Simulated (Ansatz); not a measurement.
Geometry relaxation of HfN (part 2 of 2)

Continued. System: HfN (Fm-3m, 2 atoms in the cell). Method: DFT PBE, scalar-relativistic, plane waves, PAW, no spin polarisation (Ansatz 0.2.0); cutoff 420 eV, 16×16×16 k-mesh, Gaussian smearing of 0.1 eV. The structure derives from an entry of the Crystallography Open Database.

Geometry of the input (Å; fractional positions):
```
0.0000  2.2590  2.2590
2.2590  0.0000  2.2590
2.2590  2.2590  0.0000
Hf 0.0000  0.0000  0.0000
N  0.5000  0.5000  0.5000
```

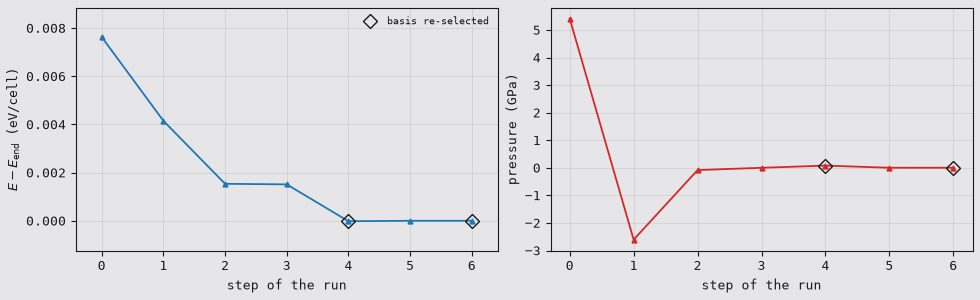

**Figure 1.** Progress of the relaxation, step by step (the first geometry is step 0 here and step 1 in the log).

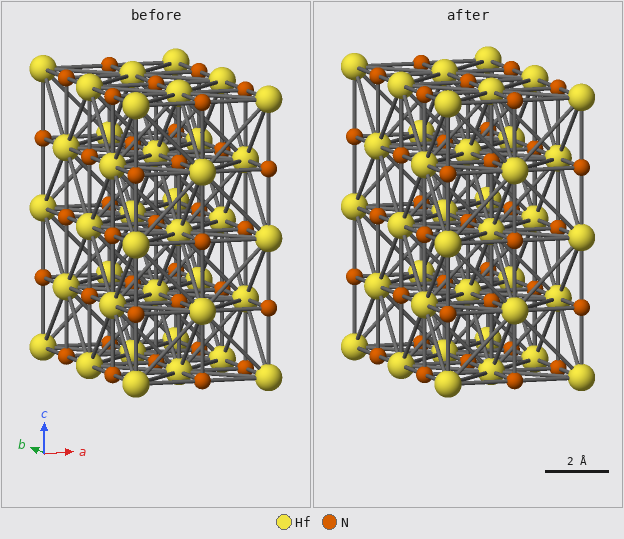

**Figure 2.** Before (left) and after (right) the relaxation, at one scale (ball-and-stick view of the cell 4 times as large as that of the calculation, set on its symmetry axes, repeated 1 × 2 × 2, seen slightly off an axis). The energy falls by 7.6 meV per cell of the calculation in 4 geometry steps. All forces vanish by symmetry, so only the cell relaxes. Pressure: 5.41 GPa at the start and 0.00 GPa at the end. The basis was re-selected once at an unchanged geometry, which shifts the energy a little without any move. No atom moves by more than 0.005 Å relative to the cell. The drawn cell changes as follows: a = b = c 4.518 → 4.548 Å (+0.7 %); the volume changes by +2.0 %. Distances before and after: Hf1–Hf1 3.195 → 3.216 Å, Hf1–N2 2.259 → 2.274 Å. The space group stays Fm-3m (No. 225). The energy change given includes the shifts at the re-selections in mid-walk, which come without any move. A last SCF at the same geometry on a re-selected plane-wave basis shifts the energy by next to nothing (0.0 meV per cell of the calculation). (Atoms are counted from 1 in the order of the input.)

```
basis re-selected at this cell: Δ(F+E_penalty+E_count) = -3.529e-10 eV, ΔP = +0.001 GPa vs the last step (what re-selecting the basis moved, of the pressure what is left beyond the Pulay correction that the steps carried, after the strain that the cell walked since its last selection, with what the two solves' SCF thresholds leave and, on support functions, any second-order correction that the steps lacked; it is no measure of the basis error at this ecutwfc). This SCF's stress stands 2.93e-3 GPa from its target on what of the cell is left free (relax.cell.stress_tol is 5.00e-2 GPa) and its largest allowed force component is 1.48e-30 eV/Å (relax.f_tol is 5.00e-3 eV/Å): within both
SCF converged after 6 iterations
Free energy (F): -16108.690786 eV
Harris-Foulkes:  -16108.690786 eV  (|F-HF|=3.64e-12)
Internal energy: -16108.687741 eV  (E = F + TS)
E sigma→0 (E₀):  -16108.689263 eV
Entropy (-TS):   -0.003045 eV (-1.522 meV/atom)
Fermi energy:    23.424507 eV
--- Per-component energies (eV) ---
  E_band       = 166.629056
  E_kinetic    = 555.751763
  E_local      = -4775.398659  (includes V_loc(G=0)·N_el)
  E_nonlocal   = -1198.625577
  E_hartree    = 2262.145343
  E_xc         = -361.358244
  E_vxc        = -344.470064  (∫ρ·V_xc dr)
  E_paw        = -7054.434434  (= ΣΔE_a)
  E_vpaw       = 1405.080792  (= ΣTr[D̂ρ^β])
  E_aug_tail   = 0.000097  (compensation charges beyond the density's cutoff)
  E_ewald      = -5536.768030
  E_smearing   = -0.003045  (= −TS)
  E_closure    = -0.000000  (closes the sum)
  Σ components = -16108.690786   (vs F -16108.690786, Δ=0.00e0)
--- Forces (eV/Å), atoms counted from 1 ---
  atom   1  Hf     0.00000000     0.00000000    -0.00000000
  atom   2  N      0.00000000    -0.00000000    -0.00000000
  max |Σ_I F_I| component: 4.47e-30 eV/Å
--- Stress (GPa, compression-positive) ---
        0.002932      -0.000000      -0.000000
       -0.000000       0.002932      -0.000000
       -0.000000       0.000000       0.002932
  P = ⅓ Tr σ = 0.0029 GPa (0.029 kbar)
--- Band table (eV; the first three rows and the last of 145) ---
  k-point 0: bands = ["-39.3855", "-7.7982", "-7.7982", "-7.7982", "6.0059", "10.6722", "10.6722", "10.6722", "10.7014", "10.7949", "10.7949", "10.7949", "20.4891", "20.4891", "20.4891", "23.0624", "23.0624", "23.0624", "24.9916", "25.3252"]
  k-point 1: bands = ["-39.3834", "-7.8354", "-7.8013", "-7.8013", "6.0906", "10.6732", "10.6753", "10.6753", "10.7033", "10.7922", "10.7922", "10.7950", "20.0797", "20.2533", "20.2533", "23.1774", "23.1962", "23.1962", "25.2877", "25.6232"]
  k-point 2: bands = ["-39.3774", "-7.9398", "-7.8102", "-7.8102", "6.3332", "10.6771", "10.6842", "10.6842", "10.7088", "10.7849", "10.7849", "10.7953", "19.1721", "19.7072", "19.7072", "23.3713", "23.5463", "23.5463", "26.0348", "26.3969"]
  k-point 144: bands = ["-39.3115", "-8.3161", "-8.3161", "-8.1201", "7.6159", "10.7198", "10.7298", "10.7298", "10.7513", "10.7513", "10.7740", "10.8148", "17.3536", "17.9539", "17.9539", "24.5196", "24.5196", "28.7431", "28.7914", "29.3969"]
--- Relaxed structure (5 steps of the walk, 5 accepted, 2 SCFs on fresh bases) ---
  F+E_penalty+E_count = -16108.69078567 eV   max|allowed force component| = 1.479e-30 eV/Å   (the final SCF, on the basis selected at the relaxed cell)
  cell:  # Å, volume = 23.5148 Å³
    - [6.759328311564379e-34, 2.273896589828099, 2.273896589828099]
    - [2.273896589828099, 3.901155720922447e-35, 2.273896589828099]
    - [2.273896589828099, 2.273896589828099, 4.840603431250809e-34]
  atoms:
    - { symbol: Hf, position: [-1.665153573529859e-36, 1.4986382161780848e-36, 1.4986382161756614e-36] }
    - { symbol: N, position: [0.5, 0.5, 0.5] }
```

### Trajectory as extended XYZ (Å, eV, eV/Å), 7 frames, from step=1 to step=7
```
2
Lattice="0.0000 2.2590 2.2590 2.2590 0.0000 2.2590 2.2590 2.2590 0.0000" Properties=species:S:1:pos:R:3:forces:R:3 step=1 energy=-16108.68316 pressure_GPa=5.41
Hf    0.0000    0.0000    0.0000    0.0000   0.0000   0.0000
N     2.2590    2.2590    2.2590    0.0000   0.0000   0.0000
2
Lattice="0.0000 2.2812 2.2812 2.2812 0.0000 2.2812 2.2812 2.2812 0.0000" Properties=species:S:1:pos:R:3:forces:R:3 step=2 energy=-16108.68664 pressure_GPa=-2.61
Hf    0.0000    0.0000    0.0000    0.0000   0.0000   0.0000
N     2.2812    2.2812    2.2812    0.0000   0.0000   0.0000
2
Lattice="0.0000 2.2739 2.2739 2.2739 0.0000 2.2739 2.2739 2.2739 0.0000" Properties=species:S:1:pos:R:3:forces:R:3 step=3 energy=-16108.68925 pressure_GPa=-0.08
Hf    0.0000    0.0000    0.0000    0.0000   0.0000   0.0000
N     2.2739    2.2739    2.2739    0.0000   0.0000   0.0000
2
Lattice="0.0000 2.2737 2.2737 2.2737 0.0000 2.2737 2.2737 2.2737 0.0000" Properties=species:S:1:pos:R:3:forces:R:3 step=4 energy=-16108.68928 pressure_GPa=0.00
Hf    0.0000    0.0000    0.0000    0.0000   0.0000   0.0000
N     2.2737    2.2737    2.2737    0.0000   0.0000   0.0000
2
Lattice="0.0000 2.2737 2.2737 2.2737 0.0000 2.2737 2.2737 2.2737 0.0000" Properties=species:S:1:pos:R:3:forces:R:3 step=5 energy=-16108.69081 pressure_GPa=0.08
Hf    0.0000    0.0000    0.0000    0.0000   0.0000   0.0000
N     2.2737    2.2737    2.2737    0.0000   0.0000   0.0000
2
Lattice="0.0000 2.2739 2.2739 2.2739 0.0000 2.2739 2.2739 2.2739 0.0000" Properties=species:S:1:pos:R:3:forces:R:3 step=6 energy=-16108.69079 pressure_GPa=0.00
Hf    0.0000    0.0000    0.0000    0.0000   0.0000   0.0000
N     2.2739    2.2739    2.2739    0.0000   0.0000   0.0000
2
Lattice="0.0000 2.2739 2.2739 2.2739 0.0000 2.2739 2.2739 2.2739 0.0000" Properties=species:S:1:pos:R:3:forces:R:3 step=7 energy=-16108.69079 pressure_GPa=0.00
Hf    0.0000    0.0000    0.0000    0.0000   0.0000   0.0000
N     2.2739    2.2739    2.2739    0.0000   0.0000   0.0000
```

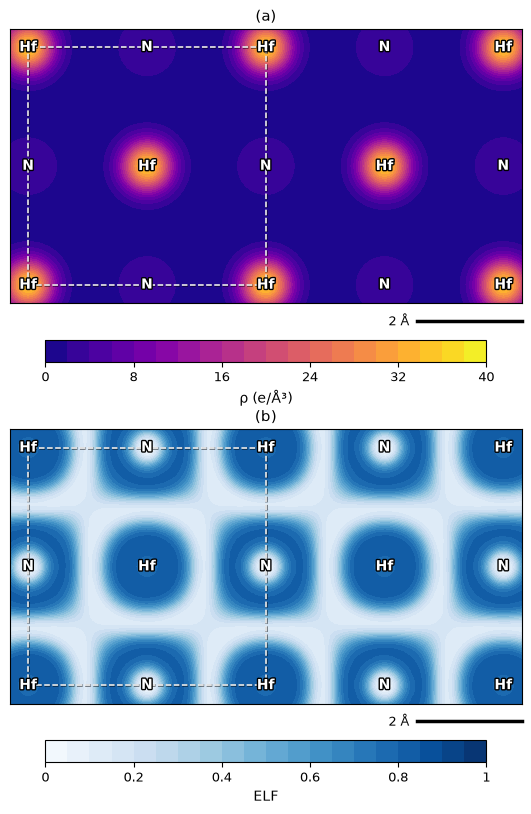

**Figure 3.** (a) valence charge density (pseudo); (b) ELF on the (001) plane of the conventional cell. The plane passes through Hf and N nuclei. Hf–N (2.27 Å): ρ is about 0.49 e/Å³ halfway; the ELF is about 0.15 at the midpoint; no shared pair; the contact is polar. Hf–Hf (3.22 Å): ρ at the midpoint is about 0.18 e/Å³; the ELF is about 0.15 at the midpoint (no localised pair between them). Away from the nuclei the density in this plane falls to 0.18 e/Å³ at its lowest. The strong features right at Hf lie inside the PAW spheres (semicore, d or f shells) and say nothing about bonding. The fields are those of the smooth PAW valence density.

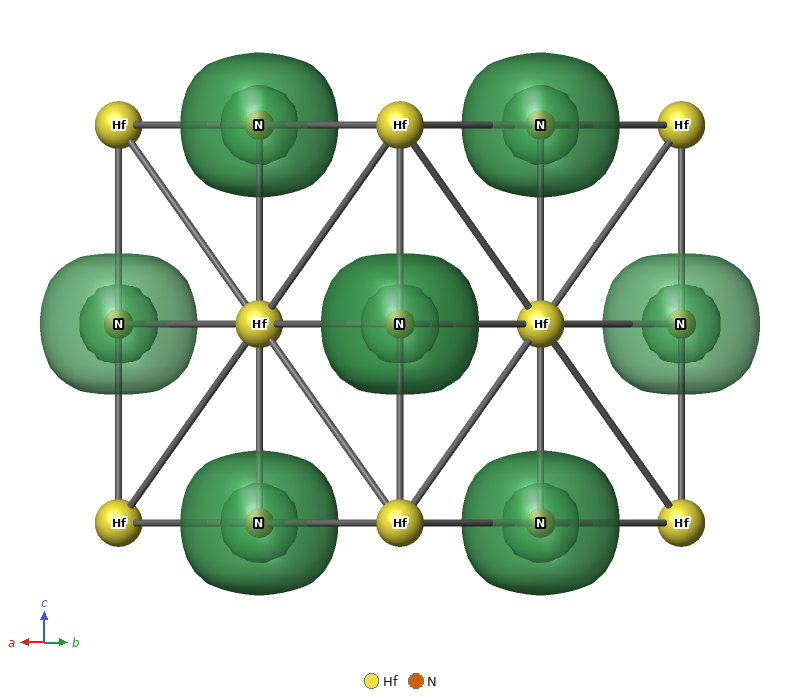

**Figure 4.** Isosurface of the electron localisation function at 0.7 (green), seen along [110]. Core shells and regions of very low density are left out. Sticks mark near contacts. The outline is the cell set on symmetry axes. Profiles from the grid: Hf–N (2.27 Å): the ELF is about 0.15 at the midpoint; a polar contact without a shared pair, in a metal. Hf–Hf (3.22 Å): the ELF is about 0.15 at the midpoint (no localised pair between them).

### Summary

```json
{"quantity": "outcome", "value": "converged"}
{"quantity": "space group (tolerance 0.01 Å)", "value": "Fm-3m (225)"}
{"quantity": "electrons treated", "value": "31"}
{"quantity": "free energy", "value": "−16108.6908 eV"}
{"quantity": "Fermi energy", "value": "23.425 eV"}
{"quantity": "gap on the k-point mesh", "value": "none (metallic)"}
{"quantity": "pressure", "value": "0.00 GPa"}
{"quantity": "final volume", "value": "23.51 Å³"}
{"quantity": "largest force (length of the vector) at the end", "value": "under 0.001 eV/Å"}
{"quantity": "final cell", "value": "a = 3.216 Å, b = 3.216 Å, c = 3.216 Å, α = 60.00°, β = 60.00°, γ = 60.00°"}
{"quantity": "hardware", "value": "1 thread of Intel Xeon @ 2.50GHz (Skylake/Cascade Lake), 189 GiB of memory available, shared host"}
{"quantity": "wall time", "value": "76 s"}
{"quantity": "peak memory", "value": "0.4 GiB"}
```

Spin–orbit coupling is left out, which matters for Hf. The cell holds an odd number of electrons but the run has no spin polarisation, so it comes out as a metal.
